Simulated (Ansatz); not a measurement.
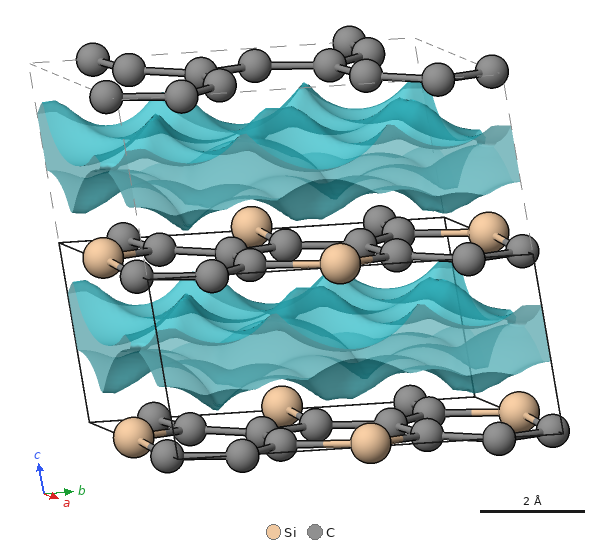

The teal surface encloses the points that the centre of a probe sphere of radius 0.60 Å can occupy in SiC$_{5}$ (Cm, No. 8), computed on a grid of about 0.13 Å (1×1×2 cells shown, view slightly off an axis; pale faces close the region where the box cuts it).

Hard-sphere model; covalent radii (Cordero): Si 1.11 Å, C 0.76 Å.

Source of the atomic positions: coordinates from a relaxation with DFT PBE+D3(BJ), scalar-relativistic, plane waves, PAW (Ansatz).

```cif
data_structure
_symmetry_space_group_name_H-M 'Cm'
_symmetry_Int_Tables_number 8
_cell_length_a 4.6469
_cell_length_b 8.0505
_cell_length_c 3.6531
_cell_angle_alpha 90.000
_cell_angle_beta 115.950
_cell_angle_gamma 90.000
_cell_volume 122.88
loop_
_atom_site_label
_atom_site_type_symbol
_atom_site_symmetry_multiplicity
_atom_site_Wyckoff_symbol
_atom_site_fract_x
_atom_site_fract_y
_atom_site_fract_z
_atom_site_occupancy
Si1 Si 2 a 0.50650 0.00000 0.01987 1
C1 C 4 b 0.49882 0.66709 0.99569 1
C2 C 2 a 0.87680 0.00000 0.99141 1
C3 C 4 b 0.80952 0.69001 0.99867 1
```

Do these regions connect?

Answer. Where they connect, they form a two-dimensional network in layers parallel to (001).

What share of the cell can the probe's centre reach?

Answer. About 26 % of the volume (32 Å³ of 122.9 Å³).

Give the largest included and the largest free sphere.

Answer. The largest sphere that fits anywhere has a diameter of 2.30 Å; the largest that can travel through the crystal, about 2.1 Å.

How does the connectivity change as the probe shrinks?

Answer. Below a radius of about 1.07 Å the space forms a two-dimensional network in layers parallel to (001). Below a radius of about 0.53 Å the space forms a three-dimensional network. These are grid estimates, good to about 0.05 Å.
